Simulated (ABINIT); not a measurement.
Geometry relaxation of B

The run: geometry relaxation of B (1 atom in the cell). Method and program: Kohn-Sham DFT of a periodic cell, PBE with D4, JTH PAW PBE v2.0, no spin polarisation (ABINIT 10.8.3).

The structure was built on a prototype by a generator; it need not be a known phase. The input holds or restrains some coordinates.

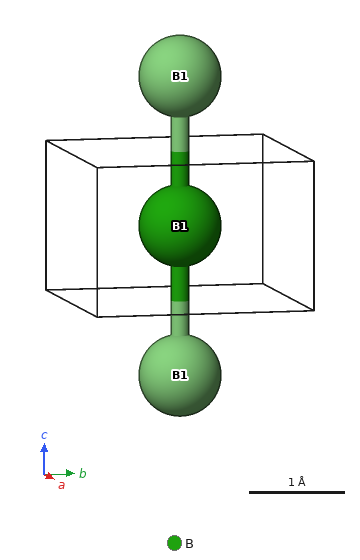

**Figure 1.** The starting structure (ball-and-stick view of the cell of the calculation, seen slightly off an axis; neighbours outside the cell are drawn fainter; atoms are numbered from 1 in the order of the input). An atom can appear more than once, as a periodic image. Near neighbours in the periodic cell (some may lie outside the picture): B has 2 B at 1.59 Å.

Input
```python
import json, os
import numpy as np
from ase.constraints import FixSymmetry
from ase.optimize import LBFGS
from ase.filters import FrechetCellFilter
from ase.units import GPa
from ase.calculators.mixing import SumCalculator
from dftd4.ase import DFTD4
from ase.calculators.abinit import Abinit, AbinitProfile
from ase import Atoms

atoms = Atoms(['B'],
              cell=[[2.34611, 0.0, 0.0], [0.0, 2.34611, 0.0], [0.0, 0.0, 1.58579]],
              scaled_positions=[[0.5, 0.5, 0.5]],
              pbc=True)

profile = AbinitProfile(command='abinit', pp_paths=[os.path.abspath('pseudos')])
params = dict(
    pps='pawxml', xc='PBE',
    chksymtnons=0,
    tolsym=1e-05,
    ecut=408.1708,
    pawecutdg=816.3416,
    pawxcdev=0,
    pawovlp=-1,
    kptopt=1,
    ngkpt=[11, 11, 16],
    nshiftk=1,
    shiftk=[0.0, 0.0, 0.0],
    ixc=11,
    nband=6,
    occopt=3,
    tsmear=0.05,
    nstep=100,
    tolvrs=1e-09,
    prtwf=0,
    prtden=0,
    ecutsm=0.5,
)

atoms.calc = SumCalculator([Abinit(profile=profile, directory='run', **params), DFTD4(method='pbe')])
atoms.set_constraint(FixSymmetry(atoms, symprec=1e-4))
opt = LBFGS(FrechetCellFilter(atoms), trajectory='opt.traj')
converged = opt.run(fmax=0.01, steps=30)
print('converged', converged)
print('cell (A)', np.round(atoms.cell[:], 5).tolist())
energy = atoms.get_potential_energy()
forces = atoms.get_forces()
stress = atoms.get_stress()
print(f'energy {energy:.6f} eV')
print('forces (eV/A)')
print(np.round(forces, 5))
print('stress (GPa, Voigt, tension positive)', np.round(stress / GPa, 4))
json.dump(dict(energy=energy, forces=forces.tolist(), stress=stress.tolist(), cell=atoms.cell.tolist(), frac=atoms.get_scaled_positions(wrap=False).tolist()), open('results.json', 'w'))
```

File abinit.in
```
chksymtnons 0
ecut 408.1708 eV
ecutsm 0.5
ixc 11
kptopt 1
natom 1
nband 6
ngkpt
11 11 16
nshiftk 1
nsppol 1
nstep 100
occopt 3
pawecutdg 816.3416 eV
pawovlp -1
pawxcdev 0
prtden 0
prtwf 0
shiftk
0.0 0.0 0.0
tolsym 1e-05
tolvrs 1e-09
tsmear 0.05 eV
#Definition of the unit cell
acell
1.00000000000000 1.00000000000000 1.00000000000000 Angstrom
rprim
2.36315960620334 0.00000000000000 0.00000000000000
-0.00000000000000 2.36315960620334 0.00000000000000
0.00000000000000 0.00000000000000 1.58386919050797
chkprim 0 # Allow non-primitive cells
#Definition of the atom types
ntypat 1
znucl 5
#Enumerate different atomic species
typat
 1
pseudos "./pseudos/B.GGA_PBE-JTH.xml"
#Definition of the atoms
xcart
2.23286222368248 2.23286222368248 1.49653949460555
chkexit 1 # abinit.exit file in the running directory terminates after the current SCF
```

Launch command:
```bash
python run.py
```

Output
```
Step          Energy          fmax
LBFGS:    0      -77.105109        0.289067
LBFGS:    1      -77.106799        0.113828
LBFGS:    2      -77.107135        0.016141
LBFGS:    3      -77.107148        0.001263
converged True
cell (A) [[2.36316, 0.0, 0.0], [-0.0, 2.36316, 0.0], [0.0, 0.0, 1.58387]]
energy -77.107148 eV
forces (eV/A)
[[0. 0. 0.]]
stress (GPa, Voigt, tension positive) [-0.0229 -0.0229 -0.0002  0.     -0.     -0.    ]
```

Trajectory as extended XYZ (Å, eV, eV/Å), 4 frames, from step=0 to step=3
```
1
Lattice="2.3461 0.0000 0.0000 0.0000 2.3461 0.0000 0.0000 0.0000 1.5858" Properties=species:S:1:pos:R:3:forces:R:3 step=0 energy=-77.10511
B     1.1731    1.1731    0.7929    0.0000   0.0000   0.0000
1
Lattice="2.3558 0.0000 0.0000 0.0000 2.3558 0.0000 0.0000 0.0000 1.5841" Properties=species:S:1:pos:R:3:forces:R:3 step=1 energy=-77.10680
B     1.1779    1.1779    0.7921    0.0000   0.0000   0.0000
1
Lattice="2.3621 0.0000 0.0000 0.0000 2.3621 0.0000 0.0000 0.0000 1.5839" Properties=species:S:1:pos:R:3:forces:R:3 step=2 energy=-77.10713
B     1.1811    1.1811    0.7919    0.0000   0.0000   0.0000
1
Lattice="2.3632 0.0000 0.0000 0.0000 2.3632 0.0000 0.0000 0.0000 1.5839" Properties=species:S:1:pos:R:3:forces:R:3 step=3 energy=-77.10715
B     1.1816    1.1816    0.7919    0.0000   0.0000   0.0000
```

Summary

```csv
quantity,value
outcome,converged under the restraints of the input
space group (tolerance 0.01 Å),P4/mmm (123)
electrons treated,3
free energy,−77.1072 eV
dispersion energy,−0.2952 eV
gap on the k-point mesh,none (metallic)
pressure,0.02 GPa
final volume,8.85 Å³
"largest force (length of the vector) at the end, held atoms and coordinates included",under 0.001 eV/Å
final cell,"a = 2.363 Å, b = 2.363 Å, c = 1.584 Å, α = 90.00°, β = 90.00°, γ = 90.00°"
hardware,"1 thread of Arm Neoverse V1, 24 GiB of memory available, shared host"
wall time,28 s
peak memory,0.1 GiB
```
